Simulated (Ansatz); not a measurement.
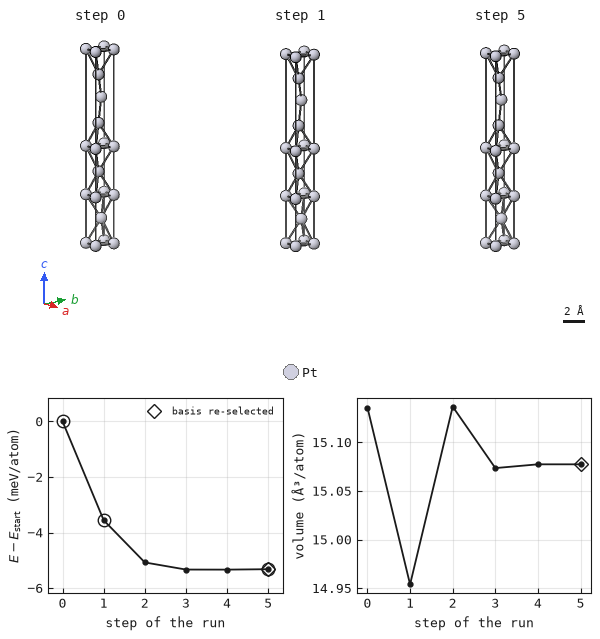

Frames of a relaxation of crystalline Pt (a generated structure, set up in P-3m1), marked on the history of the run. The picture is a ball-and-stick view of the cell of the calculation, seen slightly off an axis.

Case: stacking ABACACBC.

All numbers below come from Ansatz 0.2.0, DFT PBEsol, scalar-relativistic, plane waves, PAW. Settings: plane-wave cutoff 420 eV; k-point mesh 18 × 18 × 3; occupations gaussian; smearing width 0.1 eV; no spin polarisation; cell and atoms relaxed; force threshold 0.01 eV/Å; at most 45 steps.

Question: Describe the path.

Answer: The largest moves relative to the cell, 0.014 Å, are those of Pt atoms. Cell: a = b 2.725 → 2.749 Å (+0.9 %), c 18.826 → 18.428 Å (−2.1 %). Volume −0.4 %. Near-neighbour distances that change, for instance: Pt–Pt 2.831 → 2.775 Å, Pt–Pt 2.831 → 2.796 Å, Pt–Pt 2.725 → 2.749 Å, Pt–Pt 2.831 → 2.821 Å. The space group stays P-3m1 (No. 164). The energy falls by 5.3 meV per atom in 4 accepted moves (5 points after the start). Largest force component: 0.15 eV/Å at the start, 0.0021 eV/Å at the end. Pressure: −0.49 GPa at the start and −0.01 GPa at the end. At 1 point the geometry stayed and the basis and grid were re-selected for the new cell (energy shift of less than 0.05 meV per atom at most each time). From step 0 to 1: Pt atoms move most (0.03 Å), volume −1.2 %, energy −3.6 meV per atom. From step 1 to 5: Pt atoms move most (0.02 Å), volume +0.8 %, energy −1.8 meV per atom.

```csv
step,"E − E(0), meV/atom","largest force component, eV/Å","pressure, GPa","volume, Å³/atom",note
0,0.00,0.1534,-0.49,15.136,
1,-3.56,0.2679,2.45,14.954,
2,-5.08,0.0205,-1.13,15.137,
3,-5.33,0.0070,0.06,15.074,
4,-5.33,0.0021,-0.01,15.077,
5,-5.32,0.0021,-0.01,15.077,"same geometry, new basis"
```
